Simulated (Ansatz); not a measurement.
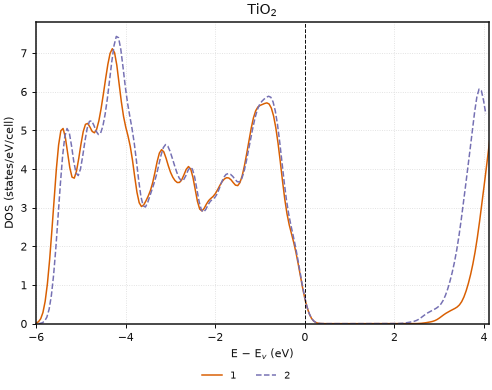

Total densities of states of TiO2, space group I4_1/amd (No. 141), 6 atoms in the cell, hydrostatic strain −5.9%, by two methods on the same cell. The curves are built from the levels of the k mesh with Gaussians 0.3 eV wide, which also blur the band edges. Each is counted from its own valence-band top.

Question: Which curve is which? The methods: r2SCAN, PBE.

Answer: 1 is r2SCAN; 2 is PBE. r2SCAN gives a gap of 2.77 eV and PBE gives a gap of 2.34 eV.

Settings. r2SCAN: DFT, r2SCAN, plane waves, PAW, no spin polarisation, 10×10×10 k mesh, 500 eV cutoff (Ansatz). PBE: DFT, PBE, plane waves, PAW, no spin polarisation, 10×10×10 k mesh, 420 eV cutoff, Fermi-Dirac smearing of 0.02 eV (Ansatz 0.2.0).
